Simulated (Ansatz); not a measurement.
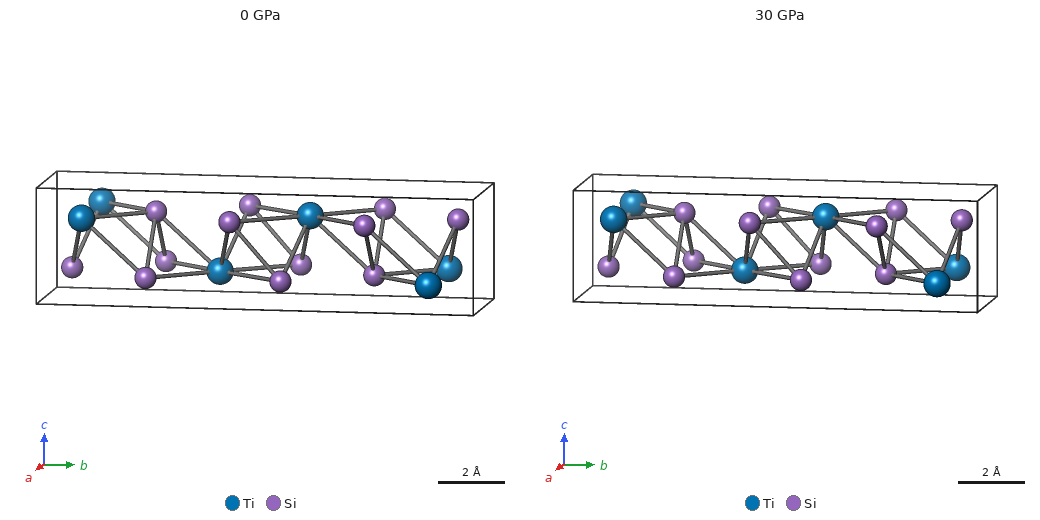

TiSi₂, space group Cmcm (No. 63), relaxed (cell and atoms) under a series of hydrostatic pressures; the conventional cell is drawn at the lowest and the highest, to one scale (sticks follow a distance rule). The start was a structure listed in the Materials Project. It needn't be the stable form of this composition.

Alike in all runs: Ansatz 0.2.0; functional r2SCAN; potentials Ansatz PAW; cutoff 500 eV; k mesh 8 × 8 × 8 on the run's cell of 6 atoms; occupations fermi-dirac, width 0.05 eV; no spin polarisation; no spin-orbit coupling.

```tsv
pressure (GPa)	volume (Å³/atom)	a (Å)	b (Å)	c (Å)
0.0	14.158	3.529	13.504	3.565
2.0	13.950	3.515	13.408	3.552
5.0	13.664	3.496	13.267	3.535
10.0	?	?	?	?
20.0	12.574	3.420	12.742	3.463
30.0	12.042	3.380	12.492	3.422
```

What equation of state do the given rows imply, and what volume does it predict for the missing row?

The fit gives V0 = 14.16 Å³/atom, B0 = 130 GPa and B0′ = 4.3, which puts the volume at 10.0 GPa at 13.25 Å³/atom. The run gave volume 13.248 Å³/atom; a 3.468 Å; b 13.065 Å; c 3.509 Å.

Which axis yields most up to 30 GPa?

The b axis: a −4.2 %, b −7.5 %, c −4.0 %, against −14.9 % in volume.

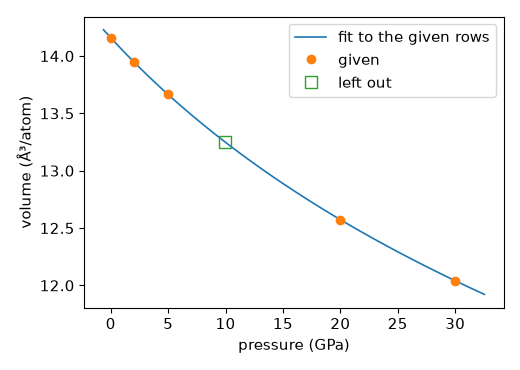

Volume against pressure, with the fit. The structure was kept in its own symmetry, so a change to another phase within this range wouldn't be seen.

Caveat: the plane-wave basis is chosen anew once the cell has moved, so the energies of steps on either side of that aren't comparable; the PAW data sets were made with another functional, which shifts forces and pressure a little.
